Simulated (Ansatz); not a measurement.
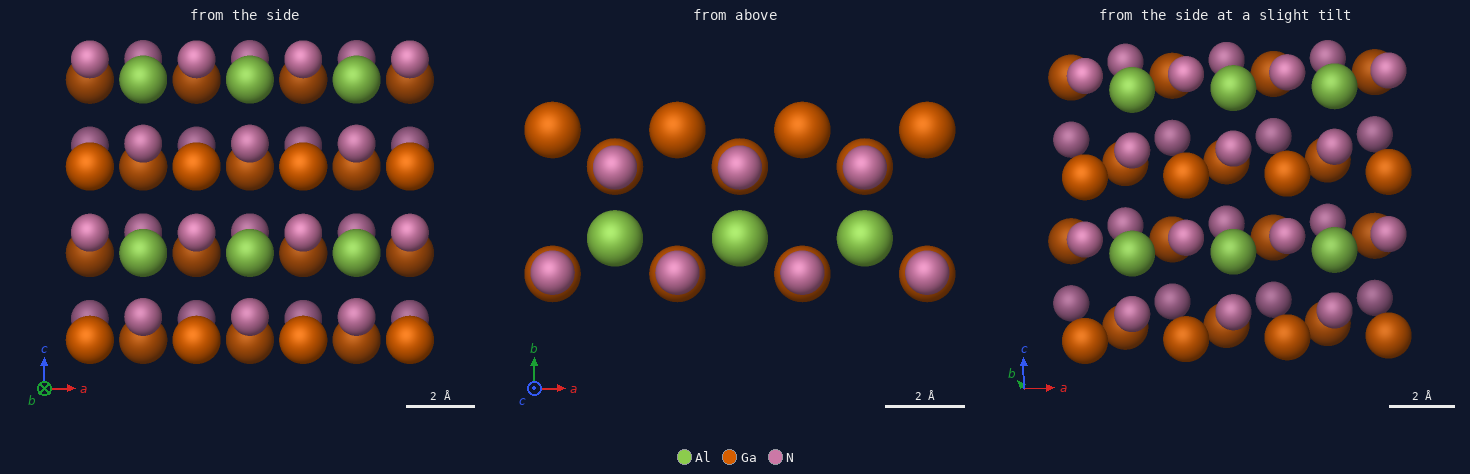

A spheres-only picture of a periodic slab, seen from the side, from above and from the side at a slight tilt. The surface normal points up in side views; the vacuum is left out. 3×1 cells are drawn in the plane, with atoms at the edges repeated.

The cell holds 2 Al, 6 Ga, 8 N.

How is each face terminated?

Answer. The top face ends in N, the bottom face in Ga. The faces differ, so the slab can carry a dipole.

What is the thickness of the slab?

Answer. About 8 Å from the lowest to the highest atom.

List the atomic planes from top to bottom.

Answer. Eight planes: N / AlGa / N / Ga / N / AlGa / N / Ga.

Origin of the cell: a structure listed in the Materials Project. The cell was then strained or its atoms displaced on purpose. An electronic-structure calculation with Ansatz was run on it.

At this level of theory the run's own cell isn't at rest (forces up to 2.1 eV/Å), so its distances can differ from those at equilibrium, the more so the softer the solid.
